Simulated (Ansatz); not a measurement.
## Geometry relaxation, with input and output: Au

System: Au (Fm-3m, 1 atom in the cell).
Method: DFT PBE+D3(BJ), scalar-relativistic, plane waves, PAW, no spin polarisation (Ansatz 0.2.0).

The structure derives from an entry of the Crystallography Open Database. Figures and captions count atoms from 1; the log counts them from 0 in places.

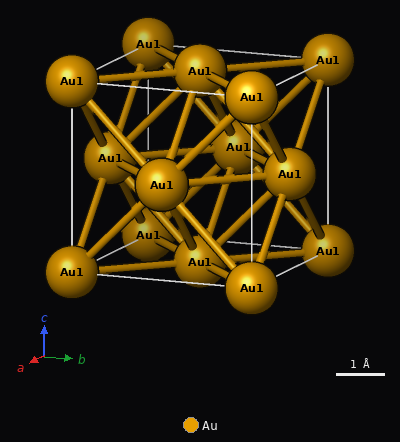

Figure 1. The starting structure (ball-and-stick view of the cell 4 times as large as that of the calculation, set on its symmetry axes, seen slightly off an axis; atoms are numbered from 1 in the order of the input). An atom can appear more than once, as a periodic image. Near neighbours in the periodic cell (some may lie outside the picture): Au has 12 Au at 2.89 Å.

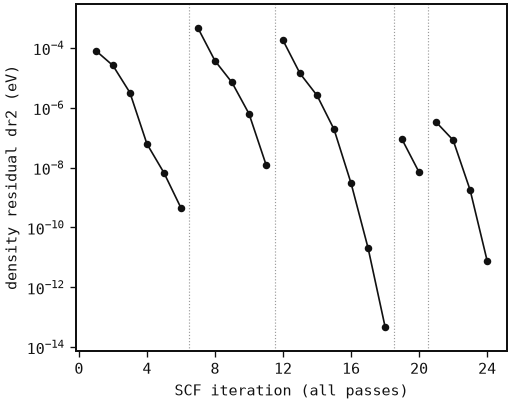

Figure 2. Convergence of the self-consistent field: density residual dr2 against the SCF iteration. The dotted lines part the SCF passes of the relaxation: geometry steps, rejected trials and re-solves on a re-selected basis. The 5 passes take 2 to 7 iterations each, 24 in all.

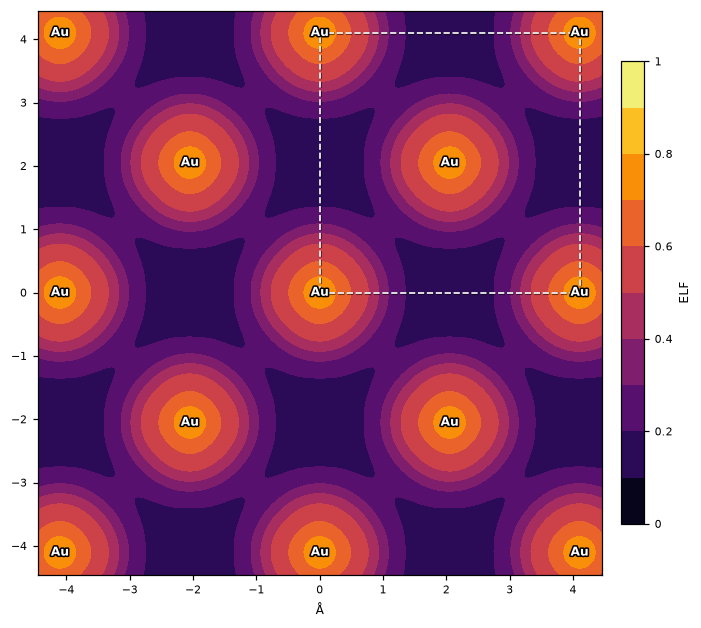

Figure 3. ELF on the (100) plane of the conventional cell. The section cuts through Au sites. Au–Au (2.90 Å): the ELF is about 0.20 at the midpoint; no localised pair between them. The strong features right at Au lie inside the PAW spheres (semicore, d or f shells) and say nothing about bonding. In a PAW calculation such maps are meaningful between the atoms, not at the nuclei.

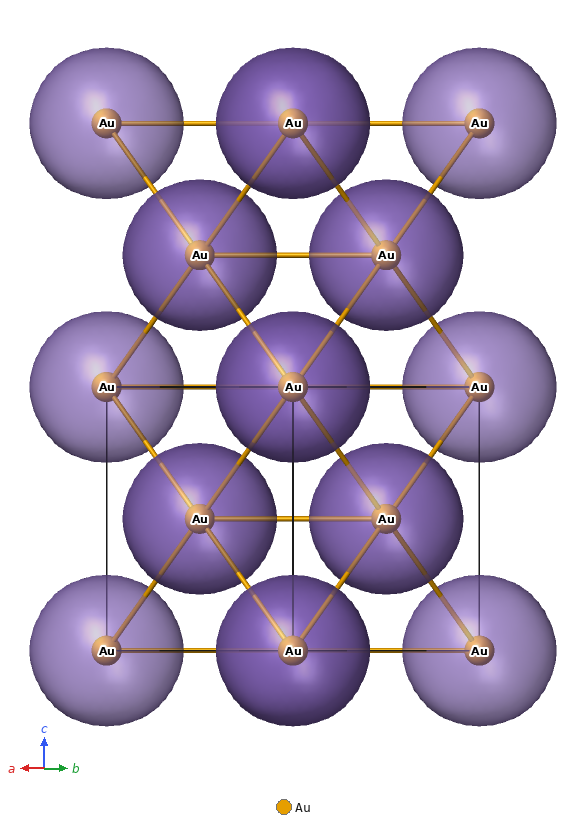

Figure 4. Isosurface of the valence pseudo-density at 0.4 e/Å³ (purple), seen along [110]. Sticks mark near contacts. The outline is the cell set on symmetry axes. At this value the density breaks into separate islands; it holds about 85 % of the electrons treated as valence (semicore included). It is pinched off along the Au–Au (2.90 Å) contacts. On the grid the lowest density along these lines, outside the cores, is 0.27 e/Å³ (Au–Au, 2.90 Å).

The input that produced these results follows, with the program's output.

The input
```yaml
crystal:
  lattice:
    - [0.0, 2.0455, 2.0455]
    - [2.0455, 0.0, 2.0455]
    - [2.0455, 2.0455, 0.0]
  atoms:
    - { symbol: Au, position: [0.0, 0.0, 0.0] }
basis:
  ecutwfc: 420
kpoints:
  mp_grid: { grid: [18, 18, 18] }
hamiltonian:
  xc: pbe
  dispersion: d3bj
scf:
  occupations: { method: gaussian, width: 0.1 }
output:
  forces: true
  stress: true
  eigenvalues: true
  write_density: true
  write_potential: true
  elf: true
  volumetric_format: npy
relax:
  adjacent_minimum: "off"
  f_tol: 0.005
  max_steps: 80
  cell: { stress_tol: 0.05 }
```

Launched with:
```bash
ansatz run input.yaml --threads 8 --pin off --max-ram 20480MiB --backend cpu --events-out ev --progress --plain --runs-dir out
```

Log
```
Engine: ansatz 0.2.0, aarch64-unknown-linux-gnu
Pseudopotentials: kind: paw
Pseudopotential: Au, paw, valence charge 19, recommended cutoff 420 eV (normal), Au.paw.azcp
Functional definition: PBE
  parameter kappa = 0.804
  parameter beta = 0.06672455060314922
  exchange = pbe_x(kappa = kappa, mu = beta*pi^2/3)
  correlation = pbe_c(beta = beta)
Crystal: 1 atoms, lattice volume = 17.117 Å³
Basis set: ecut = 420 eV, 331 PW (Γ), exchange–correlation on 40×40×40 points (8 copies of the dense FFT grid, shifted against one another)
Bands: 14, of which v1, the nominal top of the filled ones, is band 10 counted from 1 (9 counted from 0)
Symmetry: 48 space group operations
Space group: Fm-3m (ITA 225), of the structure as read, at distance tolerance 2.6e-5 Å
k-points: 195 of 5832
Non-local potential: Au, projectors of the file, l = 0: 3, l = 1: 2, l = 2: 2, l = 3: 1
PAW form: soft (Blöchl's): semilocal exchange-correlation on the pseudo side does not see the compensation charge
PAW one-centre angular grid: Au, 590 points (default); XC on 64 Gauss nodes
Initial density: superposition of atomic densities (neutral atoms: chi_scale 0, normalization atom), corrected by the library's trained network
Initial wavefunctions: pseudopotential atomic-orbital guess
Functional: x = pbe(κ = 0.804, μ = 0.2195149727645171), c = pbe(β = 0.06672455060314922)
SCF iter   1: F=—  HF=-13149.971631 eV  |F-HF|=—  |Δ(HF+E_count)|=         —  Δρ=1.54e-3  dr2=8.13e-5  ethr=1.77e-3  ⟨swp⟩=4.7  Hψ=13677  notcnv=0
preconditioner: auto → none  [metal: Δε(μ)=0.076 eV  Ē_g=15.988 eV  σ=0.100 eV  W_gap=0.36  n_scr=8 (ndim 8)  ℏωp=29.8 eV  f_vac=0.000  D(μ)=0.27/eV (n_scr^D=0)  sad-step TF]
SCF iter   2: F=—  HF=-13149.972002 eV  |F-HF|=—  |Δ(HF+E_count)|=   3.71e-4  Δρ=8.64e-4  dr2=2.61e-5  ethr=4.28e-7  ⟨swp⟩=2.5  Hψ=6110  notcnv=0
SCF iter   3: F=—  HF=-13149.972096 eV  |F-HF|=—  |Δ(HF+E_count)|=   9.36e-5  Δρ=1.36e-4  dr2=3.23e-6  ethr=1.38e-7  ⟨swp⟩=2.0  Hψ=3703  notcnv=0
iter 4 did not close the SCF: its close was put off for the readings that it lacked (scf_convergence_deferred on its scf_iter line)
SCF iter   4: F=-13149.972095 eV  HF=-13149.972095 eV  |F-HF|=1.91e-7  |Δ(HF+E_count)|=   9.71e-7  Δρ=4.51e-5  dr2=6.24e-8  ethr=1.70e-8  ⟨swp⟩=2.0  Hψ=3708  notcnv=0
iter 5 did not close the SCF: its close was put off for the readings that it lacked (scf_convergence_deferred on its scf_iter line)
SCF iter   5: F=-13149.972095 eV  HF=-13149.972095 eV  |F-HF|=2.50e-9  |Δ(HF+E_count)|=   2.01e-7  Δρ=6.88e-6  dr2=6.74e-9  ethr=3.29e-10  ⟨swp⟩=2.5  Hψ=4501  notcnv=0
SCF iter   6: F=-13149.972095 eV  HF=-13149.972095 eV  |F-HF|=2.47e-10  |Δ(HF+E_count)|=  1.66e-10  Δρ=1.61e-6  dr2=4.52e-10  ethr=3.55e-11  ⟨swp⟩=5.2  Hψ=13798  notcnv=0
SCF 1 converged in 6 iterations: F = -13149.972095 eV  dr2 = 4.52e-10
  greatest PAW one-centre occupation: 1.000 electrons in one spin orbital (limit 2), on the Au atom at site 0 (counted from 0), in its partial waves of l = 0
relax step   1: F+E_penalty+E_count = -13149.97209476 eV  Δ(F+E_penalty+E_count) = +0.000e0 eV  max|allowed force component| = 0.000e0 eV/Å  Δτ_max = 0.0000 Å  P = +1.500 GPa  Ω = 17.117 Å³  (6 SCF iters, dr2 threshold 1.00e-7 eV, accepted)
Crystal: 1 atoms, lattice volume = 17.552 Å³
Initial density: handed on by an earlier stage of this run
Initial wavefunctions: those handed on with the density
iter 1 solved again at ethr=1.87e-6 eV; its pass at ethr=3.10e-3 eV (dr2=3.56e-4 eV) is discarded
SCF iter   1: F=—  HF=-13149.970510 eV  |F-HF|=—  |Δ(HF+E_count)|=         —  Δρ=1.59e-3  dr2=4.65e-4  ethr=1.87e-6  ⟨swp⟩=1.9  Hψ=18790  notcnv=0
preconditioner: auto → none  [metal: Δε(μ)=0.024 eV  Ē_g=15.750 eV  σ=0.100 eV  W_gap=0.13  n_scr=8 (ndim 8)  ℏωp=29.4 eV  f_vac=0.000  D(μ)=0.26/eV (n_scr^D=0)]
SCF iter   2: F=—  HF=-13149.970397 eV  |F-HF|=—  |Δ(HF+E_count)|=   1.13e-4  Δρ=7.23e-4  dr2=3.75e-5  ethr=1.87e-6  ⟨swp⟩=2.0  Hψ=3729  notcnv=0
SCF iter   3: F=—  HF=-13149.970388 eV  |F-HF|=—  |Δ(HF+E_count)|=   9.32e-6  Δρ=2.89e-4  dr2=7.06e-6  ethr=1.98e-7  ⟨swp⟩=3.0  Hψ=4707  notcnv=0
SCF iter   4: F=—  HF=-13149.970388 eV  |F-HF|=—  |Δ(HF+E_count)|=   3.34e-7  Δρ=9.03e-5  dr2=6.36e-7  ethr=3.71e-8  ⟨swp⟩=1.0  Hψ=2730  notcnv=0
SCF iter   5: F=-13149.970388 eV  HF=-13149.970388 eV  |F-HF|=6.73e-10  |Δ(HF+E_count)|=   1.96e-8  Δρ=1.35e-5  dr2=1.27e-8  ethr=5.26e-10  ⟨swp⟩=7.2  Hψ=14416  notcnv=0
SCF 2 converged in 5 iterations: F = -13149.970388 eV  dr2 = 1.27e-8
relax step   2: F+E_penalty+E_count = -13149.97038781 eV  Δ(F+E_penalty+E_count) = +1.707e-3 eV  max|allowed force component| = 0.000e0 eV/Å  Δτ_max = 0.0000 Å  P = -2.528 GPa  Ω = 17.552 Å³  energy of the carried Pulay correction = -1.558e-4 eV  (5 SCF iters, dr2 threshold 1.00e-7 eV, rejected (line search))
Crystal: 1 atoms, lattice volume = 17.277 Å³
iter 1 solved again at ethr=9.37e-7 eV; its pass at ethr=3.10e-3 eV (dr2=1.78e-4 eV) is discarded
SCF iter   1: F=—  HF=-13149.972799 eV  |F-HF|=—  |Δ(HF+E_count)|=         —  Δρ=1.00e-3  dr2=1.81e-4  ethr=9.37e-7  ⟨swp⟩=2.0  Hψ=18912  notcnv=0
preconditioner: auto → none  [metal: Δε(μ)=0.008 eV  Ē_g=15.897 eV  σ=0.100 eV  W_gap=0.05  n_scr=8 (ndim 8)  ℏωp=29.6 eV  f_vac=0.000  D(μ)=0.27/eV (n_scr^D=0)]
SCF iter   2: F=—  HF=-13149.972758 eV  |F-HF|=—  |Δ(HF+E_count)|=   4.10e-5  Δρ=4.47e-4  dr2=1.41e-5  ethr=9.37e-7  ⟨swp⟩=2.0  Hψ=3688  notcnv=0
SCF iter   3: F=—  HF=-13149.972751 eV  |F-HF|=—  |Δ(HF+E_count)|=   6.88e-6  Δρ=1.79e-4  dr2=2.60e-6  ethr=7.40e-8  ⟨swp⟩=2.8  Hψ=4627  notcnv=0
SCF iter   4: F=—  HF=-13149.972747 eV  |F-HF|=—  |Δ(HF+E_count)|=   4.24e-6  Δρ=5.07e-5  dr2=1.91e-7  ethr=1.37e-8  ⟨swp⟩=1.0  Hψ=2730  notcnv=0
SCF iter   5: F=—  HF=-13149.972748 eV  |F-HF|=—  |Δ(HF+E_count)|=   8.29e-7  Δρ=6.74e-6  dr2=3.02e-9  ethr=1.01e-9  ⟨swp⟩=2.2  Hψ=3348  notcnv=0
SCF iter   6: F=—  HF=-13149.972748 eV  |F-HF|=—  |Δ(HF+E_count)|=  5.86e-10  Δρ=5.60e-7  dr2=2.06e-11  ethr=1.59e-11  ⟨swp⟩=2.0  Hψ=4524  notcnv=0
SCF iter   7: F=-13149.972748 eV  HF=-13149.972748 eV  |F-HF|=1.82e-12  |Δ(HF+E_count)|=  5.46e-12  Δρ=1.99e-8  dr2=4.79e-14  ethr=1.00e-12  ⟨swp⟩=4.8  Hψ=9561  notcnv=0
SCF 3 converged in 7 iterations: F = -13149.972748 eV  dr2 = 4.79e-14
relax step   3: F+E_penalty+E_count = -13149.97274786 eV  Δ(F+E_penalty+E_count) = -6.531e-4 eV  max|allowed force component| = 0.000e0 eV/Å  Δτ_max = 0.0000 Å  P = -0.057 GPa  Ω = 17.277 Å³  energy of the carried Pulay correction = -5.756e-5 eV  (7 SCF iters, accepted)
Crystal: 1 atoms, lattice volume = 17.271 Å³
iter 1 solved again at ethr=2.75e-10 eV; its pass at ethr=3.10e-3 eV (dr2=5.22e-8 eV) is discarded
SCF iter   1: F=—  HF=-13149.972751 eV  |F-HF|=—  |Δ(HF+E_count)|=         —  Δρ=2.22e-5  dr2=8.77e-8  ethr=2.75e-10  ⟨swp⟩=2.0  Hψ=17769  notcnv=0
preconditioner: auto → none  [metal: Δε(μ)=0.009 eV  Ē_g=15.907 eV  σ=0.100 eV  W_gap=0.05  n_scr=8 (ndim 8)  ℏωp=29.6 eV  f_vac=0.000  D(μ)=0.27/eV (n_scr^D=0)]
SCF iter   2: F=-13149.972751 eV  HF=-13149.972751 eV  |F-HF|=4.10e-9  |Δ(HF+E_count)|=   3.95e-7  Δρ=1.00e-5  dr2=7.01e-9  ethr=4.21e-11  ⟨swp⟩=5.0  Hψ=13776  notcnv=0
SCF 4 converged in 2 iterations: F = -13149.972751 eV  dr2 = 7.01e-9
relax step   4: F+E_penalty+E_count = -13149.97275108 eV  Δ(F+E_penalty+E_count) = -3.221e-6 eV  max|allowed force component| = 0.000e0 eV/Å  Δτ_max = 0.0000 Å  P = +0.000 GPa  Ω = 17.271 Å³  energy of the carried Pulay correction = -5.539e-5 eV  (2 SCF iters, dr2 threshold 8.00e-9 eV, accepted)
Initial wavefunctions: pseudopotential atomic-orbital guess (no wavefunctions were taken with the density)
iter 1 solved again at ethr=2.54e-9 eV; its pass at ethr=3.10e-3 eV (dr2=4.83e-7 eV) is discarded
SCF iter   1: F=—  HF=-13149.972750 eV  |F-HF|=—  |Δ(HF+E_count)|=         —  Δρ=3.02e-4  dr2=3.34e-7  ethr=2.54e-9  ⟨swp⟩=3.9  Hψ=22659  notcnv=0
SCF iter   2: F=—  HF=-13149.972791 eV  |F-HF|=—  |Δ(HF+E_count)|=   4.09e-5  Δρ=1.51e-4  dr2=8.35e-8  ethr=1.76e-9  ⟨swp⟩=1.0  Hψ=2730  notcnv=0
SCF iter   3: F=—  HF=-13149.972805 eV  |F-HF|=—  |Δ(HF+E_count)|=   1.34e-5  Δρ=3.38e-6  dr2=1.78e-9  ethr=4.39e-10  ⟨swp⟩=1.0  Hψ=2730  notcnv=0
SCF iter   4: F=-13149.972805 eV  HF=-13149.972805 eV  |F-HF|=3.64e-12  |Δ(HF+E_count)|=  4.24e-10  Δρ=3.63e-7  dr2=7.71e-12  ethr=1.00e-12  ⟨swp⟩=4.7  Hψ=12704  notcnv=0
SCF 5 converged in 4 iterations: F = -13149.972805 eV  dr2 = 7.71e-12
relax step   5: F+E_penalty+E_count = -13149.97280473 eV  Δ(F+E_penalty+E_count) = -5.365e-5 eV  max|allowed force component| = 0.000e0 eV/Å  Δτ_max = 0.0000 Å  P = -0.001 GPa  Ω = 17.271 Å³  stress off target by 1.48e-3 GPa  SCF on the basis re-selected at this cell (its energy is not comparable with the rows above)  (4 SCF iters)
basis re-selected at this cell: Δ(F+E_penalty+E_count) = -5.365e-5 eV, ΔP = -0.002 GPa vs the last step (what re-selecting the basis moved, of the pressure what is left beyond the Pulay correction that the steps carried, after the strain that the cell walked since its last selection, with what the two solves' SCF thresholds leave and, on support functions, any second-order correction that the steps lacked; it is no measure of the basis error at this ecutwfc). This SCF's stress stands 1.48e-3 GPa from its target on what of the cell is left free (relax.cell.stress_tol is 5.00e-2 GPa) and its largest allowed force component is 0.00e0 eV/Å (relax.f_tol is 5.00e-3 eV/Å): within both
SCF converged after 4 iterations
Free energy (F): -13149.972805 eV
Harris-Foulkes:  -13149.972805 eV  (|F-HF|=3.64e-12)
Internal energy: -13149.971460 eV  (E = F + TS)
E sigma→0 (E₀):  -13149.972132 eV
Entropy (-TS):   -0.001345 eV (-1.345 meV/atom)
Fermi energy:    20.256324 eV
--- Per-component energies (eV) ---
  E_band       = -212.518028
  E_kinetic    = 604.925026
  E_local      = -1724.080176  (includes V_loc(G=0)·N_el)
  E_nonlocal   = 74.285008
  E_hartree    = 734.617595
  E_xc         = -228.084668
  E_vxc        = -275.345863  (∫ρ·V_xc dr)
  E_paw        = -9706.733599  (= ΣΔE_a)
  E_vpaw       = -361.538644  (= ΣTr[D̂ρ^β])
  E_aug_tail   = 0.001468  (compensation charges beyond the density's cutoff)
  E_ewald      = -2904.245591
  E_disp       = -0.656522  (pairwise vdW)
  E_smearing   = -0.001345  (= −TS)
  E_closure    = 0.000000  (closes the sum)
  Σ components = -13149.972805   (vs F -13149.972805, Δ=0.00e0)
--- Forces (eV/Å), atoms counted from 1 ---
  atom   1  Au    -0.00000000     0.00000000    -0.00000000
  max |Σ_I F_I| component: 1.34e-32 eV/Å
--- Stress (GPa, compression-positive) ---
       -0.001483      -0.000000      -0.000000
       -0.000000      -0.001483      -0.000000
       -0.000000      -0.000000      -0.001483
  P = ⅓ Tr σ = -0.0015 GPa (-0.015 kbar)
--- Band table (eV; the first three rows and the last of 195) ---
  k-point 0: bands = ["-85.1184", "-36.4744", "-36.4744", "-36.4744", "10.5496", "15.6583", "15.6583", "15.6583", "17.1436", "17.1436", "34.7667", "38.6895", "38.6895", "38.6895"]
  k-point 1: bands = ["-85.1181", "-36.4808", "-36.4754", "-36.4754", "10.6566", "15.6236", "15.6952", "15.6952", "17.1268", "17.1268", "34.8906", "37.9830", "38.8139", "38.8139"]
  k-point 2: bands = ["-85.1171", "-36.4990", "-36.4782", "-36.4782", "10.9689", "15.5354", "15.7913", "15.7913", "17.0928", "17.0928", "35.1648", "36.5233", "39.1653", "39.1653"]
  k-point 194: bands = ["-85.1037", "-36.6239", "-36.6035", "-36.5558", "14.3647", "14.8797", "15.5606", "17.0545", "18.6399", "24.9663", "25.8480", "27.2056", "29.6347", "42.0692"]
--- Relaxed structure (4 steps of the walk, 3 accepted, 1 SCFs on fresh bases) ---
  F+E_penalty+E_count = -13149.97280473 eV   max|allowed force component| = 0.000e0 eV/Å   (the final SCF, on the basis selected at the relaxed cell)
  cell:  # Å, volume = 17.2705 Å³
    - [-1.269862247426412e-34, 2.0515964881514392, 2.0515964881514392]
    - [2.0515964881514392, -7.603250469304247e-35, 2.0515964881514392]
    - [2.0515964881514392, 2.0515964881514392, 1.2738430082238974e-35]
  atoms:
    - { symbol: Au, position: [0.0, 0.0, 0.0] }
```

Trajectory as extended XYZ (Å, eV, eV/Å), 5 frames, from step=1 to step=5
```
1
Lattice="0.0000 2.0455 2.0455 2.0455 0.0000 2.0455 2.0455 2.0455 0.0000" Properties=species:S:1:pos:R:3:forces:R:3 step=1 energy=-13149.97209 pressure_GPa=1.50
Au    0.0000    0.0000    0.0000    0.0000   0.0000   0.0000
1
Lattice="0.0000 2.0627 2.0627 2.0627 0.0000 2.0627 2.0627 2.0627 0.0000" Properties=species:S:1:pos:R:3:forces:R:3 step=2 energy=-13149.97039 pressure_GPa=-2.53 accepted=F
Au    0.0000    0.0000    0.0000    0.0000   0.0000   0.0000
1
Lattice="0.0000 2.0518 2.0518 2.0518 0.0000 2.0518 2.0518 2.0518 0.0000" Properties=species:S:1:pos:R:3:forces:R:3 step=3 energy=-13149.97275 pressure_GPa=-0.06
Au    0.0000    0.0000    0.0000    0.0000   0.0000   0.0000
1
Lattice="0.0000 2.0516 2.0516 2.0516 0.0000 2.0516 2.0516 2.0516 0.0000" Properties=species:S:1:pos:R:3:forces:R:3 step=4 energy=-13149.97275 pressure_GPa=0.00
Au    0.0000    0.0000    0.0000    0.0000   0.0000   0.0000
1
Lattice="0.0000 2.0516 2.0516 2.0516 0.0000 2.0516 2.0516 2.0516 0.0000" Properties=species:S:1:pos:R:3:forces:R:3 step=5 energy=-13149.97280 pressure_GPa=-0.00
Au    0.0000    0.0000    0.0000    0.0000   0.0000   0.0000
```

Results in brief

- outcome: converged
- space group (tolerance 0.01 Å): Fm-3m (225)
- electrons treated: 19
- free energy: −13149.9728 eV
- Fermi energy: 20.256 eV
- gap on the k-point mesh: none (metallic)
- pressure: 0.00 GPa
- final volume: 17.27 Å³
- largest force (length of the vector) at the end: under 0.001 eV/Å
- final cell: a = 2.901 Å, b = 2.901 Å, c = 2.901 Å, α = 60.00°, β = 60.00°, γ = 60.00°
- hardware: 8 threads of Arm Neoverse V2, 24 GiB of memory available, shared host
- wall time: 2.1 s (CPU time 12 s)
- peak memory: 0.33 GiB

Spin–orbit coupling is left out, which matters for Au.
